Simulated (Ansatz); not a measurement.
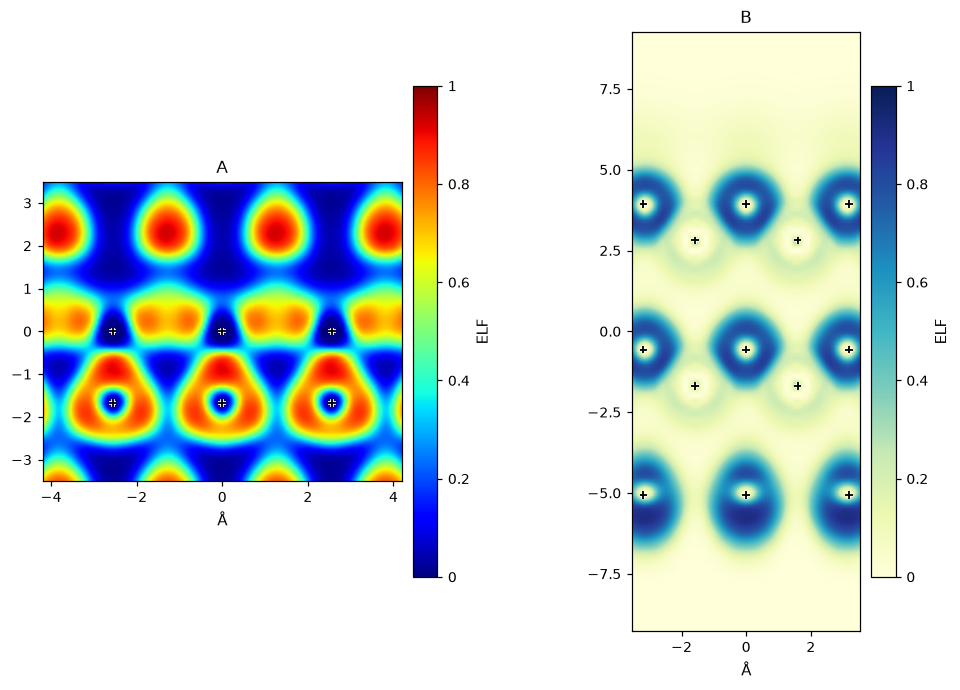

The ELF of 2 systems, each on a plane through atoms (crosses mark nuclei in the plane).

The calculation used Ansatz 0.2.0, DFT PBEsol, scalar-relativistic, plane waves, PAW.

System 1: BN, the (100) plane of the conventional cell. Space group R3m; a structure from a database of computed crystals, not necessarily the ambient phase; changed on purpose from its base cell (all N atoms moved -0.100 Å, as atom 2 towards its neighbour atom 1 (B) at 1.570 A); not relaxed (largest force 1.8 eV/Å); computed pressure about −4 GPa in this cell.

System 2: GaN (slab), the (100) plane of the calculation cell, a cut from vacuum to vacuum. Not relaxed (largest force 1.8 eV/Å).

Question: Which map belongs to which system?

Answer: Panel A is system 1, BN: the plane holds B and N. B–N (1.67 Å): the ELF peaks at about 0.90 between the atoms, as expected for a polar covalent bond. Panel B is system 2, GaN: the plane holds N and Ga. Ga–N (1.95 Å): the ELF peaks at about 0.85 in the valence shell of N, 0.7 Å from its nucleus, and is about 0.45 at the midpoint.
